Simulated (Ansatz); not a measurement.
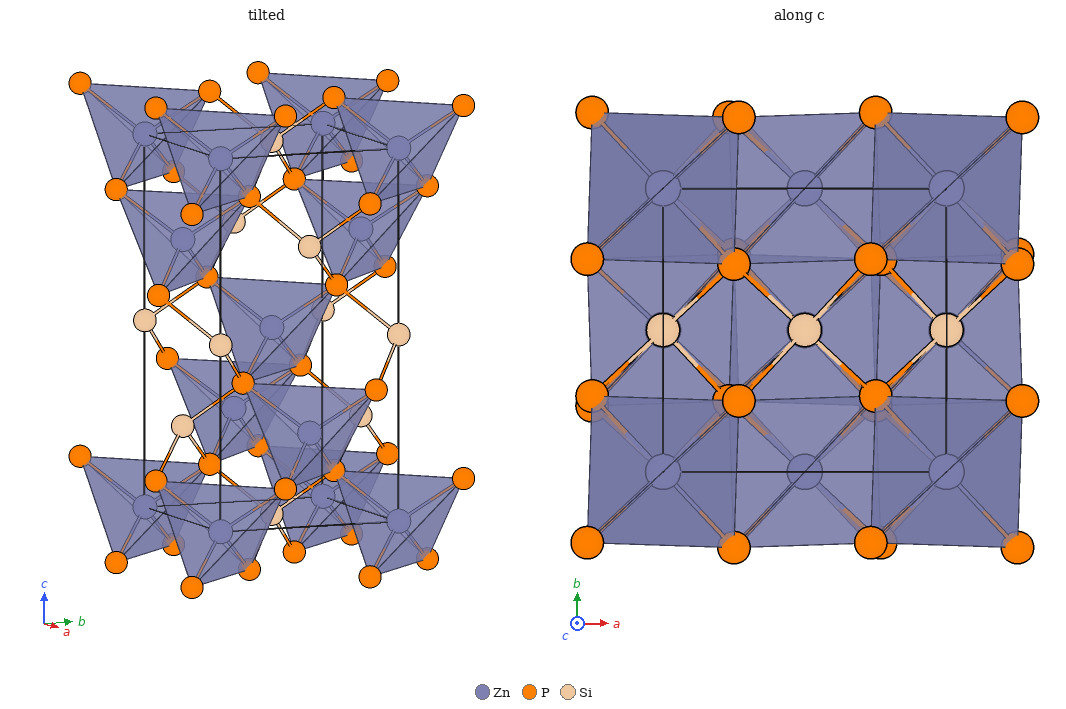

ZnSiP₂, chalcopyrite, space group I-42d (No. 122), a = 5.373 Å, b = 5.373 Å, c = 10.460 Å, α = 90.00°, β = 90.00°, γ = 90.00°. The crystal in a polyhedral representation, seen slightly off an axis and along the c axis. Lines trace the edges of the conventional unit cell. Some neighbours outside the box are added. This one geometry was run with six functionals. The cell is a structure listed in the Materials Project.

Alike in all runs: Ansatz 0.2.0; potentials Ansatz PAW; cutoff 420 eV; k mesh 5 × 5 × 5 on the run's cell of 8 atoms; occupations fermi-dirac, width 0.05 eV; no spin polarisation; no spin-orbit coupling.

| level | pressure (GPa) | gap (eV) |
| --- | --- | --- |
| revPBE | 3.7 | 1.37 |
| RPBE | 4.3 | 1.39 |
| PBE | ? | ? |
| BLYP | 6.1 | 1.51 |
| LDA | -2.8 | 1.19 |
| PBEsol | -0.7 | 1.19 |

Fill in the row of PBE.

Pressure 2.2 GPa; gap 1.31 eV. That is between PBEsol and revPBE in pressure.

Order the levels by the equilibrium volume that these pressures point to, smallest first.

LDA (-2.8 GPa), PBEsol (-0.7 GPa), PBE (2.2 GPa), revPBE (3.7 GPa), RPBE (4.3 GPa), BLYP (6.1 GPa). A higher pressure at one volume points to a larger equilibrium volume, as long as the bulk moduli are alike; rows a few tenths of a GPa apart can't be told apart.

Gaps are the least found on the k-mesh or band path.

Caveat: semilocal functionals give gaps below the measured ones.
